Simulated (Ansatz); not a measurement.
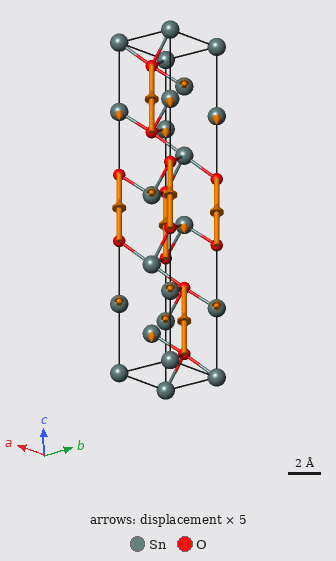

This is a relaxation of crystalline Sn3O2 (built on the tetradymite_166 type) (coarse preliminary run). The starting structure is drawn; orange arrows show the displacements (the part carried along by the change of the cell is left out), magnified 5 times.

Style: ball-and-stick. Shown: the conventional cell (3 times the calculation's cell), from a free direction. Lengths and directions refer to the drawn axes.

Case: anti-tetradymite type (R-3m, No. 166).

All numbers below come from DFT PBE, scalar-relativistic, plane waves, PAW in Ansatz.

Input
```yaml
crystal:
  lattice:
    - [1.7994570094, 1.0389169887, 8.341396023]
    - [-1.7994570094, 1.0389169887, 8.341396023]
    - [0.0, -2.0778339775, 8.341396023]
  atoms:
    - { symbol: Sn, position: [0.0, 0.0, 0.0] }
    - { symbol: Sn, position: [0.2095, 0.2095, 0.2095] }
    - { symbol: Sn, position: [0.7905, 0.7905, 0.7905] }
    - { symbol: O, position: [0.4, 0.4, 0.4] }
    - { symbol: O, position: [0.6, 0.6, 0.6] }
basis:
  ecutwfc: 420
kpoints:
  mp_grid: { grid: [6, 6, 6] }
hamiltonian:
  xc: pbe
scf:
  occupations: { method: gaussian, width: 0.1 }
  lower_state_search: "off"
output:
  forces: true
  stress: true
  eigenvalues: true
relax:
  adjacent_minimum: "off"
  f_tol: 0.04
  max_steps: 70
  cell: { stress_tol: 0.4 }
```

Atoms of which element are displaced furthest, and by how much?

Oxygen: up to 0.64 Å, against 0.12 Å for tin.

What happened in the run?

After 22 accepted moves (27 points after the start) the energy has fallen by 193 meV per atom. Largest force component: 1.5 eV/Å at the start, 0.022 eV/Å at the end. Pressure: −0.11 GPa at the start and 0.38 GPa at the end. The line search rejected the trial steps at points 17, 19, 23 of the run. The SCF was repeated twice at an unchanged geometry on a basis and grid sized afresh for the cell, which shifted the energy by 19.6 meV per atom at most. The largest moves relative to the cell, 0.64 Å, are those of O4 and O5. O4 goes along +c. By element the largest moves are O 0.64 Å, Sn 0.12 Å. The drawn cell changes as follows: a = b 3.599 → 3.442 Å (−4.4 %), c 25.024 → 30.340 Å (+21.2 %); the volume changes by +10.9 %. Near-neighbour distances that change, for instance: Sn1–O4 2.665 → 3.321 Å, Sn2–O5 2.523 → 2.212 Å. Among the angles between lasting bonds that change: Sn2–O5–Sn2 91.0° → 102.2°, O5–Sn2–O5 91.0° → 102.2°. The space group stays R-3m (No. 166).
